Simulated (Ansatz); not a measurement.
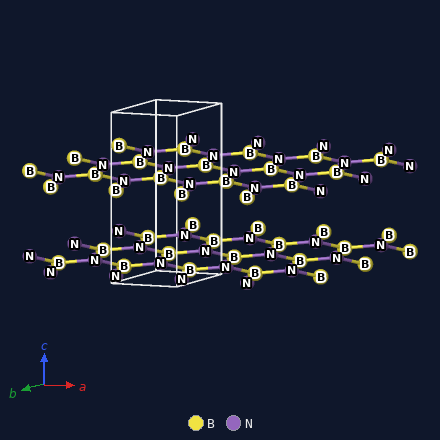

BN (space group P6_3/mmc, No. 194). Coordinates: the geometry relaxed with DFT PBE+D3(BJ), scalar-relativistic, plane waves, PAW (Ansatz).

Bonds are taken as B–N below 1.6 Å; no other contact counts. The graph is simplified in the usual way: terminal and isolated atoms are pruned, two-connected atoms become edges.

Q: What kind of net remains, and which atoms are its nodes?

A: A uninodal 3-connected, two-periodic (layers) net: B and N are 3-connected nodes.

Q: Name the underlying net.

A: It is the hcb net, known from graphene.

Q: How do the layers lie?

A: The layers lie parallel to (001).

Q: Give the first five terms of the coordination sequence (nodes one, two, three … edges away).

A: B and N: 3, 6, 9, 12, 15.

Q: How many nodes does the smallest cycle have?

A: Six.
